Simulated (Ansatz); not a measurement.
# Fixed-spin-moment curve of SiNi

Aim: map the free energy of SiNi against its total moment. A free run comes first, then runs with N↑ − N↓ held fixed. The cell (8 atoms) is SiNi in its deposited structure (space group Pnma). Source: COD entry 1532040, which need not be the ambient phase.

Computed with Ansatz 0.2.0 (DFT PBE, PAW, plane waves, scalar-relativistic, unless a step's input says otherwise).

## Step 1: The structure to begin with

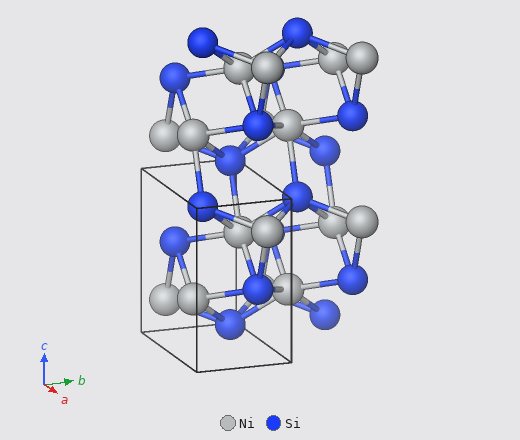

Start, viewed slightly off an axis; nickel light grey, silicon blue. 1×2×2 cells are drawn.

As a file:

```cif
data_structure
_symmetry_space_group_name_H-M 'Pnma'
_symmetry_Int_Tables_number 62
_cell_length_a 5.1752
_cell_length_b 3.3321
_cell_length_c 5.6094
_cell_angle_alpha 90.000
_cell_angle_beta 90.000
_cell_angle_gamma 90.000
_cell_volume 96.73
loop_
_atom_site_label
_atom_site_type_symbol
_atom_site_symmetry_multiplicity
_atom_site_Wyckoff_symbol
_atom_site_fract_x
_atom_site_fract_y
_atom_site_fract_z
_atom_site_occupancy
Ni1 Ni 4 c 0.00785 0.25000 0.18731 1
Si1 Si 4 c 0.32152 0.75000 0.08166 1
```

In tables a label like Si8 counts atoms in the order of input.yaml; a structure file may count by element.

Each fixed run starts with its moment spread in parallel over the d and f atoms; the search for lower states is off.

Site moments are integrals over atomic spheres and don't add up to the total.

## Step 2: Parallel moments, free total moment

Input file input.yaml:

```yaml
crystal:
  lattice:
    - [5.1752, 0.0, 0.0]
    - [0.0, 3.3321, 0.0]
    - [0.0, 0.0, 5.6094]
  atoms:
    - { symbol: Ni, position: [0.00785, 0.25, 0.18731], spin: 2.0 }
    - { symbol: Ni, position: [0.49215, 0.75, 0.68731], spin: 2.0 }
    - { symbol: Ni, position: [0.50785, 0.25, 0.31269], spin: 2.0 }
    - { symbol: Ni, position: [0.99215, 0.75, 0.81269], spin: 2.0 }
    - { symbol: Si, position: [0.32152, 0.75, 0.08166] }
    - { symbol: Si, position: [0.17848, 0.25, 0.58166] }
    - { symbol: Si, position: [0.82152, 0.75, 0.41834] }
    - { symbol: Si, position: [0.67848, 0.25, 0.91834] }
magnetization:
  spin_polarized: true
hamiltonian:
  xc: pbe
  pseudopotentials: { kind: paw }
basis:
  ecutwfc: 420
kpoints:
  mp_grid: { grid: [5, 7, 4] }
scf:
  occupations: { method: gaussian, width: 0.1 }
  lower_state_search: "off"
output:
  forces: true
  stress: true
```

The log of the run, shortened:

```text
[...]
Pseudopotentials: kind: paw
Pseudopotential: Ni, paw, valence charge 18, recommended cutoff 420 eV (normal), Ni.paw.azcp
Pseudopotential: Si, paw, valence charge 4, recommended cutoff 420 eV (normal), Si.paw.azcp
Functional definition: PBE
[...]
Crystal: 8 atoms, lattice volume = 96.730 Å³
Basis set: ecut = 420 eV, 1897 PW (Γ), exchange–correlation on 72×48×80 points (8 copies of the dense FFT grid, shifted against one another)
Bands: 58, of which v1, the nominal top of the filled ones, is band 44 counted from 1 (43 counted from 0)
Symmetry: 8 space group operations
Space group: Pnma (ITA 62), of the structure as read, at distance tolerance 4.6e-5 Å
Magnetic group: BNS 62.441 (UNI 539), of the structure as read, at distance tolerance 4.6e-5 Å
k-points: 36 of 140
[...]
Starting moments: Σ|m| = 8 μB on 4 of 8 sites
[...]
SCF iter   1: F=—  HF=-25904.789470 eV  |F-HF|=—  |Δ(HF+E_count)|=         —  Δρ=1.88e-1 (↑1.09e-1 ↓1.88e-1)  dr2=7.94e0  dr2_m=1.92e1  M=0.944 μB ∫|m|=2.171 μB  β_m=0.30  ethr=3.10e-3  ⟨swp⟩=7.0  Hψ=16303  notcnv=0  defer=25
[...]
spin=Collinear: Kerker preconditioning applied to the charge; magnetization (m = ρ↑ − ρ↓) channel mixes plain (no charge-response kernel on spin).
[...]
spin-set hold released at iteration 2 (the charge has settled, or the pull on large starting moments outlasts its swing): the magnetisation degrees of freedom join the quasi-Newton model from the next iteration; the mixer history was flushed
[...]
SCF iter  14: F=-25906.168879 eV  HF=-25906.168879 eV  |F-HF|=3.17e-10  |Δ(HF+E_count)|=   1.34e-9  Δρ=3.37e-7 (↑3.37e-7 ↓3.20e-7)  dr2=3.15e-10  dr2_m=1.17e-12  M=0.000 μB ∫|m|=0.000 μB  ethr=1.43e-11  ⟨swp⟩=1.8  Hψ=9278  notcnv=0
WARN: the starting moments were not kept: the SCF closed with an absolute magnetisation of 2.6e-6 μB, where they sum to 8 μB in size (4 sites). That is at most 0.1 of that sum. Measured as dr2_m measures the in/out step, that magnetisation stands 1.0e-12 eV from none, at or under the [...]
SCF converged after 14 iterations
Magnetization: 0.0000 μB (44.0000 up, 44.0000 down)
Absolute magnetization: 0.0000 μB (∫|ρ↑−ρ↓|, with the PAW one-centre terms)
Spin contamination: 0.0000 ħ² per cell (⟨S²⟩ above its minimum at these occupations)
[...]
Free energy (F): -25906.168879 eV
[...]
E sigma→0 (E₀):  -25906.166785 eV
Entropy (-TS):   -0.004188 eV (-0.523 meV/atom)
Fermi energy:    14.764401 eV
[...]
--- Forces (eV/Å), atoms counted from 1 ---
  atom   1  Ni     0.02030719     0.00000000     0.05810819
  atom   2  Ni    -0.02030719     0.00000000     0.05810819
  atom   3  Ni     0.02030719    -0.00000000    -0.05810819
  atom   4  Ni    -0.02030719     0.00000000    -0.05810819
  atom   5  Si     0.01577441     0.00000000     0.05475793
  atom   6  Si    -0.01577441    -0.00000000     0.05475793
  atom   7  Si     0.01577441     0.00000000    -0.05475793
  atom   8  Si    -0.01577441    -0.00000000    -0.05475793
[...]
--- Stress (GPa, compression-positive) ---
        0.732464      -0.000000       0.000000
       -0.000000       2.411564       0.000000
        0.000000       0.000000       2.299335
  P = ⅓ Tr σ = 1.8145 GPa (18.145 kbar)
```

It took 18 s on 2 threads of an Arm CPU, shared host; peak memory 0.56 GiB.

Site moments Ni1 0.00, Ni2 0.00, Ni3 0.00, Ni4 0.00 μB, total 0.00 μB.

## Step 3: Total moment fixed at 0 μB

Input file input.yaml:

```yaml
crystal:
  lattice:
    - [5.1752, 0.0, 0.0]
    - [0.0, 3.3321, 0.0]
    - [0.0, 0.0, 5.6094]
  atoms:
    - { symbol: Ni, position: [0.00785, 0.25, 0.18731] }
    - { symbol: Ni, position: [0.49215, 0.75, 0.68731] }
    - { symbol: Ni, position: [0.50785, 0.25, 0.31269] }
    - { symbol: Ni, position: [0.99215, 0.75, 0.81269] }
    - { symbol: Si, position: [0.32152, 0.75, 0.08166] }
    - { symbol: Si, position: [0.17848, 0.25, 0.58166] }
    - { symbol: Si, position: [0.82152, 0.75, 0.41834] }
    - { symbol: Si, position: [0.67848, 0.25, 0.91834] }
magnetization:
  spin_polarized: true
  initial_magnetization: 0
  spin_locking: { lock_magnetization: hard }
hamiltonian:
  xc: pbe
  pseudopotentials: { kind: paw }
basis:
  ecutwfc: 420
kpoints:
  mp_grid: { grid: [5, 7, 4] }
scf:
  occupations: { method: gaussian, width: 0.1 }
  lower_state_search: "off"
  max_iter: 150
output:
  forces: true
  stress: true
```

The log of the run, shortened:

```text
Warning: output.stress: scf.convergence.dr2_threshold = 1e-7 eV (the SCF's general default) is looser than the 8e-10 eV advised for a printed stress (1e-10 eV for each atom of the cell: 8). What an SCF threshold leaves in a stress goes as its square root, and in the free energy as the [...]
[... 11 lines as in an earlier run ...]
Bands: 53, of which v1, the nominal top of the filled ones, is band 44 counted from 1 (43 counted from 0)
[... 8 lines as in an earlier run ...]
[...]
[... 2 lines as in an earlier run ...]
SCF iter   1: F=—  HF=-25907.794413 eV  |F-HF|=—  |Δ(HF+E_count)|=         —  Δρ=4.99e-2 (↑4.99e-2 ↓4.99e-2)  dr2=9.56e0  dr2_m=0.00e0  M=0.000 μB ∫|m|=0.000 μB  β_m=0.30  ethr=3.10e-3  ⟨swp⟩=7.1  Hψ=7285  notcnv=0  defer=6
[...]
[... 1 line as in an earlier run ...]
[...]
spin=Collinear: Resta preconditioning applied to the charge; magnetization (m = ρ↑ − ρ↓) channel mixes plain (no charge-response kernel on spin).
[...]
Per-site moments (μB) at R_I (Å): [(0.0, 0.9390032769538419), (0.0, 0.9390032769538419), (0.0, 0.9390032769538419), (0.0, 0.939003276953842), (0.0, 0.939003276953842), (0.0, 0.9390032769538419), (0.0, 0.9390032769538419), (0.0, 0.9390032769538419)]
Free energy (F): -25906.168879 eV
[...]
E sigma→0 (E₀):  -25906.166785 eV
Entropy (-TS):   -0.004187 eV (-0.523 meV/atom)
Fermi energy:    14.764389 (↑ 14.764389, ↓ 14.764389) eV
[...]
--- Forces (eV/Å), atoms counted from 1 ---
  atom   1  Ni     0.02030925     0.00000000     0.05809448
  atom   2  Ni    -0.02030925     0.00000000     0.05809448
  atom   3  Ni     0.02030925    -0.00000000    -0.05809448
  atom   4  Ni    -0.02030925     0.00000000    -0.05809448
  atom   5  Si     0.01576981     0.00000000     0.05476030
  atom   6  Si    -0.01576981    -0.00000000     0.05476030
  atom   7  Si     0.01576981     0.00000000    -0.05476030
  atom   8  Si    -0.01576981    -0.00000000    -0.05476030
[...]
--- Stress (GPa, compression-positive) ---
        0.732619      -0.000000       0.000000
       -0.000000       2.411679       0.000000
        0.000000       0.000000       2.299455
  P = ⅓ Tr σ = 1.8146 GPa (18.146 kbar)
```

Run time: 6.5 s. Hardware: 2 threads of an Arm CPU, shared host; peak memory 0.52 GiB.

Moments: Ni1 0.00, Ni2 0.00, Ni3 0.00, Ni4 0.00 μB; total 0.00 μB per cell; the free energy is that of step 2 within 0.5 meV.

## Step 4: Total moment fixed at 4 μB

input.yaml, as its differences from that of step 3:

```diff
@@ -6,6 +6,6 @@
   atoms:
-    - { symbol: Ni, position: [0.00785, 0.25, 0.18731] }
-    - { symbol: Ni, position: [0.49215, 0.75, 0.68731] }
-    - { symbol: Ni, position: [0.50785, 0.25, 0.31269] }
-    - { symbol: Ni, position: [0.99215, 0.75, 0.81269] }
+    - { symbol: Ni, position: [0.00785, 0.25, 0.18731], spin: 1.0 }
+    - { symbol: Ni, position: [0.49215, 0.75, 0.68731], spin: 1.0 }
+    - { symbol: Ni, position: [0.50785, 0.25, 0.31269], spin: 1.0 }
+    - { symbol: Ni, position: [0.99215, 0.75, 0.81269], spin: 1.0 }
     - { symbol: Si, position: [0.32152, 0.75, 0.08166] }
@@ -16,3 +16,3 @@
   spin_polarized: true
-  initial_magnetization: 0
+  initial_magnetization: 4
   spin_locking: { lock_magnetization: hard }
```

The log of the run, shortened:

```text
[... 12 lines as in an earlier run ...]
Bands: 56, of which v1, the nominal top of the filled ones, is band 44 counted from 1 (43 counted from 0)
[... 10 lines as in an earlier run ...]
Starting moments: Σ|m| = 4 μB on 4 of 8 sites
[... 2 lines as in an earlier run ...]
SCF iter   1: F=—  HF=-25904.495275 eV  |F-HF|=—  |Δ(HF+E_count)|=         —  Δρ=7.02e-2 (↑1.76e-2 ↓7.02e-2)  dr2=6.44e0  dr2_m=8.28e-1  M=4.000 μB ∫|m|=4.000 μB  β_m=0.30  ethr=3.10e-3  ⟨swp⟩=6.7  Hψ=15486  notcnv=0  defer=14
[...]
[... 1 line as in an earlier run ...]
[...]
SCF iter  10: F=-25903.584135 eV  HF=-25903.584135 eV  |F-HF|=1.46e-8  |Δ(HF+E_count)|=   3.76e-8  Δρ=4.16e-6 (↑1.53e-6 ↓4.16e-6)  dr2=2.18e-8  dr2_m=2.52e-9  M=4.000 μB ∫|m|=4.000 μB  ethr=1.14e-10  ⟨swp⟩=4.0  Hψ=12982  notcnv=0
[...]
SCF converged after 10 iterations
[... 1 line as in an earlier run ...]
[...]
Spin contamination: 0.0059 ħ² per cell (⟨S²⟩ above its minimum at these occupations)
[...]
Free energy (F): -25903.584135 eV
[...]
E sigma→0 (E₀):  -25903.570712 eV
Entropy (-TS):   -0.026847 eV (-3.356 meV/atom)
Fermi energy:    14.718330 (↑ 15.928353, ↓ 13.508307) eV
[... 15 lines left out: energy terms ...]
--- Forces (eV/Å), atoms counted from 1 ---
  atom   1  Ni     0.21452194     0.00000000     0.18853955
  atom   2  Ni    -0.21452194    -0.00000000     0.18853955
  atom   3  Ni     0.21452194     0.00000000    -0.18853955
  atom   4  Ni    -0.21452194    -0.00000000    -0.18853955
  atom   5  Si     0.29964182     0.00000000    -0.03831564
  atom   6  Si    -0.29964182    -0.00000000    -0.03831564
  atom   7  Si     0.29964182     0.00000000     0.03831564
  atom   8  Si    -0.29964182    -0.00000000     0.03831564
[...]
--- Stress (GPa, compression-positive) ---
        5.984427      -0.000000       0.000000
       -0.000000       9.072734       0.000000
        0.000000       0.000000      10.379297
  P = ⅓ Tr σ = 8.4788 GPa (84.788 kbar)
```

Wall time 13 s (2 threads of an Arm CPU, shared host); peak memory 0.55 GiB.

Moments: Ni1 0.62, Ni2 0.62, Ni3 0.62, Ni4 0.62 μB; total 4.00 μB per cell; the free energy is 2585 meV per cell above that of step 2.

## Step 5: Total moment fixed at 8 μB

Input file input.yaml:

```yaml
crystal:
  lattice:
    - [5.1752, 0.0, 0.0]
    - [0.0, 3.3321, 0.0]
    - [0.0, 0.0, 5.6094]
  atoms:
    - { symbol: Ni, position: [0.00785, 0.25, 0.18731], spin: 2.0 }
    - { symbol: Ni, position: [0.49215, 0.75, 0.68731], spin: 2.0 }
    - { symbol: Ni, position: [0.50785, 0.25, 0.31269], spin: 2.0 }
    - { symbol: Ni, position: [0.99215, 0.75, 0.81269], spin: 2.0 }
    - { symbol: Si, position: [0.32152, 0.75, 0.08166] }
    - { symbol: Si, position: [0.17848, 0.25, 0.58166] }
    - { symbol: Si, position: [0.82152, 0.75, 0.41834] }
    - { symbol: Si, position: [0.67848, 0.25, 0.91834] }
magnetization:
  spin_polarized: true
  initial_magnetization: 8
  spin_locking: { lock_magnetization: hard }
hamiltonian:
  xc: pbe
  pseudopotentials: { kind: paw }
basis:
  ecutwfc: 420
kpoints:
  mp_grid: { grid: [5, 7, 4] }
scf:
  occupations: { method: gaussian, width: 0.1 }
  lower_state_search: "off"
  max_iter: 150
output:
  forces: true
  stress: true
```

The log of the run:

```text
[... 23 lines as in an earlier run ...]
Starting moments: Σ|m| = 8 μB on 4 of 8 sites
[... 2 lines as in an earlier run ...]
iter 1 solved again at ethr=1.22e-3 eV; its pass at ethr=3.10e-3 eV (dr2=1.07e0 eV) is discarded
SCF iter   1: F=—  HF=-25896.772342 eV  |F-HF|=—  |Δ(HF+E_count)|=         —  Δρ=6.28e-2 (↑4.94e-2 ↓6.28e-2)  dr2=1.06e0  dr2_m=2.57e0  M=8.000 μB ∫|m|=8.000 μB  β_m=0.30  ethr=1.22e-3  ⟨swp⟩=1.4  Hψ=21184  notcnv=0
preconditioner: auto → Kerker (q_TF=auto, 2.686 Å⁻¹)  [metal: Δε(μ)=0.009 eV  Ē_g=7.937 eV  σ=0.100 eV  W_gap=0.05  n_scr=38 (ndim 8)  ℏωp=28.3 eV  f_vac=0.000  D(μ)=7.49/eV (n_scr^D=74)]
[... 1 line as in an earlier run ...]
SCF iter   2: F=—  HF=-25897.007606 eV  |F-HF|=—  |Δ(HF+E_count)|=   2.35e-1  Δρ=4.68e-2 (↑3.93e-2 ↓4.68e-2)  dr2=6.58e-1  dr2_m=1.50e0  M=8.000 μB ∫|m|=8.000 μB  β_m=0.65  ethr=1.21e-3  ⟨swp⟩=2.0  Hψ=5138  notcnv=0
SCF iter   3: F=—  HF=-25897.377016 eV  |F-HF|=—  |Δ(HF+E_count)|=   3.69e-1  Δρ=2.18e-2 (↑7.32e-3 ↓2.18e-2)  dr2=6.20e-1  dr2_m=4.82e-2  M=8.000 μB ∫|m|=8.000 μB  β_m=0.53  ethr=7.48e-4  ⟨swp⟩=2.5  Hψ=7520  notcnv=0  defer=74
SCF iter   4: F=—  HF=-25897.295006 eV  |F-HF|=—  |Δ(HF+E_count)|=   8.20e-2  Δρ=3.26e-3 (↑2.69e-3 ↓3.26e-3)  dr2=1.54e-2  dr2_m=1.81e-3  M=8.000 μB ∫|m|=8.000 μB  β_m=0.67  ethr=7.04e-4  ⟨swp⟩=2.4  Hψ=6436  notcnv=0  defer=405
SCF iter   5: F=—  HF=-25897.295651 eV  |F-HF|=—  |Δ(HF+E_count)|=   6.45e-4  Δρ=2.59e-3 (↑1.01e-3 ↓2.59e-3)  dr2=6.12e-3  dr2_m=9.70e-4  M=8.000 μB ∫|m|=8.000 μB  β_m=0.84  ethr=1.76e-5  ⟨swp⟩=2.0  Hψ=6098  notcnv=0  defer=402
SCF iter   6: F=—  HF=-25897.296787 eV  |F-HF|=—  |Δ(HF+E_count)|=   1.14e-3  Δρ=2.03e-3 (↑8.92e-4 ↓2.03e-3)  dr2=5.08e-3  dr2_m=3.10e-4  M=8.000 μB ∫|m|=8.000 μB  β_m=0.92  ethr=6.96e-6  ⟨swp⟩=1.5  Hψ=4509  notcnv=0  defer=402
SCF iter   7: F=—  HF=-25897.296262 eV  |F-HF|=—  |Δ(HF+E_count)|=   5.24e-4  Δρ=5.12e-4 (↑2.21e-4 ↓5.12e-4)  dr2=3.68e-4  dr2_m=2.02e-5  M=8.000 μB ∫|m|=8.000 μB  β_m=0.96  ethr=5.77e-6  ⟨swp⟩=2.0  Hψ=5055  notcnv=0  defer=402
SCF iter   8: F=—  HF=-25897.296251 eV  |F-HF|=—  |Δ(HF+E_count)|=   1.13e-5  Δρ=1.70e-4 (↑9.59e-5 ↓1.70e-4)  dr2=4.31e-5  dr2_m=1.69e-6  M=8.000 μB ∫|m|=8.000 μB  β_m=0.88  ethr=4.18e-7  ⟨swp⟩=1.0  Hψ=3778  notcnv=0  defer=402
SCF iter   9: F=—  HF=-25897.296239 eV  |F-HF|=—  |Δ(HF+E_count)|=   1.19e-5  Δρ=2.49e-5 (↑6.96e-6 ↓2.49e-5)  dr2=7.22e-7  dr2_m=9.43e-8  M=8.000 μB ∫|m|=8.000 μB  β_m=0.94  ethr=4.90e-8  ⟨swp⟩=2.3  Hψ=5315  notcnv=0  defer=402
SCF iter  10: F=-25897.296239 eV  HF=-25897.296239 eV  |F-HF|=6.65e-8  |Δ(HF+E_count)|=   2.42e-8  Δρ=6.67e-6 (↑4.13e-6 ↓6.67e-6)  dr2=8.64e-8  dr2_m=2.00e-9  M=8.000 μB ∫|m|=8.000 μB  ethr=1.14e-10  ⟨swp⟩=3.2  Hψ=14486  notcnv=0
SCF 1 converged in 10 iterations: F = -25897.296239 eV  dr2 = 8.64e-8
SCF converged after 10 iterations
[... 1 line as in an earlier run ...]
Magnetization: 8.0000 μB (48.0000 up, 40.0000 down)
Absolute magnetization: 8.0000 μB (∫|ρ↑−ρ↓|, with the PAW one-centre terms)
Spin contamination: 0.0095 ħ² per cell (⟨S²⟩ above its minimum at these occupations)
Per-site moments (μB) at R_I (Å): [(1.1585081033108198, 0.9390032769538419), (1.1585081033108193, 0.9390032769538419), (1.1585081033108195, 0.9390032769538419), (1.15850810331082, 0.939003276953842), (0.3250093823495296, 0.939003276953842), (0.3250093823495296, 0.9390032769538419), (0.32500938234952964, 0.9390032769538419), (0.32500938234952964, 0.9390032769538419)]
Free energy (F): -25897.296239 eV
Harris-Foulkes:  -25897.296239 eV  (|F-HF|=6.65e-8)
Internal energy: -25897.261128 eV  (E = F + TS)
E sigma→0 (E₀):  -25897.278684 eV
Entropy (-TS):   -0.035111 eV (-4.389 meV/atom)
Fermi energy:    14.942550 (↑ 16.934128, ↓ 12.950972) eV
[... 15 lines left out: energy terms ...]
--- Forces (eV/Å), atoms counted from 1 ---
  atom   1  Ni     0.41565268     0.00000000    -0.15269315
  atom   2  Ni    -0.41565268    -0.00000000    -0.15269315
  atom   3  Ni     0.41565268     0.00000000     0.15269315
  atom   4  Ni    -0.41565268     0.00000000     0.15269315
  atom   5  Si     0.57411881     0.00000000    -0.18648752
  atom   6  Si    -0.57411881    -0.00000000    -0.18648752
  atom   7  Si     0.57411881     0.00000000     0.18648752
  atom   8  Si    -0.57411881    -0.00000000     0.18648752
  max |Σ_I F_I| component: 1.11e-16 eV/Å
--- Stress (GPa, compression-positive) ---
       21.987764      -0.000000       0.000000
       -0.000000      23.422621       0.000000
        0.000000       0.000000      23.169918
  P = ⅓ Tr σ = 22.8601 GPa (228.601 kbar)
```

It took 14 s on 2 threads of an Arm CPU, shared host; peak memory 0.56 GiB.

Site moments Ni1 1.16, Ni2 1.16, Ni3 1.16, Ni4 1.16, Si5 0.33, Si6 0.33, Si7 0.33, Si8 0.33 μB, total 8.00 μB; the free energy is 8873 meV per cell above that of step 2.

## Step 6: Total moment fixed at 2 μB

Input file input.yaml:

```yaml
crystal:
  lattice:
    - [5.1752, 0.0, 0.0]
    - [0.0, 3.3321, 0.0]
    - [0.0, 0.0, 5.6094]
  atoms:
    - { symbol: Ni, position: [0.00785, 0.25, 0.18731], spin: 0.5 }
    - { symbol: Ni, position: [0.49215, 0.75, 0.68731], spin: 0.5 }
    - { symbol: Ni, position: [0.50785, 0.25, 0.31269], spin: 0.5 }
    - { symbol: Ni, position: [0.99215, 0.75, 0.81269], spin: 0.5 }
    - { symbol: Si, position: [0.32152, 0.75, 0.08166] }
    - { symbol: Si, position: [0.17848, 0.25, 0.58166] }
    - { symbol: Si, position: [0.82152, 0.75, 0.41834] }
    - { symbol: Si, position: [0.67848, 0.25, 0.91834] }
magnetization:
  spin_polarized: true
  initial_magnetization: 2
  spin_locking: { lock_magnetization: hard }
hamiltonian:
  xc: pbe
  pseudopotentials: { kind: paw }
basis:
  ecutwfc: 420
kpoints:
  mp_grid: { grid: [5, 7, 4] }
scf:
  occupations: { method: gaussian, width: 0.1 }
  lower_state_search: "off"
  max_iter: 150
output:
  forces: true
  stress: true
```

The log of the run, shortened:

```text
[... 12 lines as in an earlier run ...]
Bands: 54, of which v1, the nominal top of the filled ones, is band 44 counted from 1 (43 counted from 0)
[... 10 lines as in an earlier run ...]
Starting moments: Σ|m| = 2 μB on 4 of 8 sites
[... 2 lines as in an earlier run ...]
SCF iter   1: F=—  HF=-25906.853056 eV  |F-HF|=—  |Δ(HF+E_count)|=         —  Δρ=6.23e-2 (↑3.41e-2 ↓6.23e-2)  dr2=8.76e0  dr2_m=2.09e-1  M=2.000 μB ∫|m|=2.000 μB  β_m=0.30  ethr=3.10e-3  ⟨swp⟩=6.8  Hψ=14961  notcnv=0  defer=12
[...]
[... 1 line as in an earlier run ...]
[...]
SCF iter  10: F=-25905.449985 eV  HF=-25905.449985 eV  |F-HF|=2.88e-8  |Δ(HF+E_count)|=   2.92e-8  Δρ=4.37e-6 (↑2.49e-6 ↓4.37e-6)  dr2=3.46e-8  dr2_m=8.99e-10  M=2.000 μB ∫|m|=2.003 μB  ethr=1.14e-10  ⟨swp⟩=4.0  Hψ=11804  notcnv=0
[...]
SCF converged after 10 iterations
[... 1 line as in an earlier run ...]
[...]
Spin contamination: 0.0044 ħ² per cell (⟨S²⟩ above its minimum at these occupations)
[...]
Free energy (F): -25905.449985 eV
[...]
E sigma→0 (E₀):  -25905.442350 eV
Entropy (-TS):   -0.015270 eV (-1.909 meV/atom)
Fermi energy:    14.663122 (↑ 15.269328, ↓ 14.056917) eV
[...]
--- Forces (eV/Å), atoms counted from 1 ---
  atom   1  Ni     0.05273808     0.00000000     0.17637987
  atom   2  Ni    -0.05273808     0.00000000     0.17637987
  atom   3  Ni     0.05273808    -0.00000000    -0.17637987
  atom   4  Ni    -0.05273808    -0.00000000    -0.17637987
  atom   5  Si     0.09393911    -0.00000000    -0.01524577
  atom   6  Si    -0.09393911    -0.00000000    -0.01524577
  atom   7  Si     0.09393911     0.00000000     0.01524577
  atom   8  Si    -0.09393911    -0.00000000     0.01524577
[...]
--- Stress (GPa, compression-positive) ---
        3.196752      -0.000000       0.000000
       -0.000000       2.439724       0.000000
        0.000000       0.000000       5.561865
  P = ⅓ Tr σ = 3.7328 GPa (37.328 kbar)
```

Wall time 13 s (2 threads of an Arm CPU, shared host); peak memory 0.54 GiB.

Moments: Ni1 0.34, Ni2 0.34, Ni3 0.34, Ni4 0.34 μB; total 2.00 μB per cell; the free energy is 719 meV per cell above that of step 2.

(Part 1 of 2 ends here.)
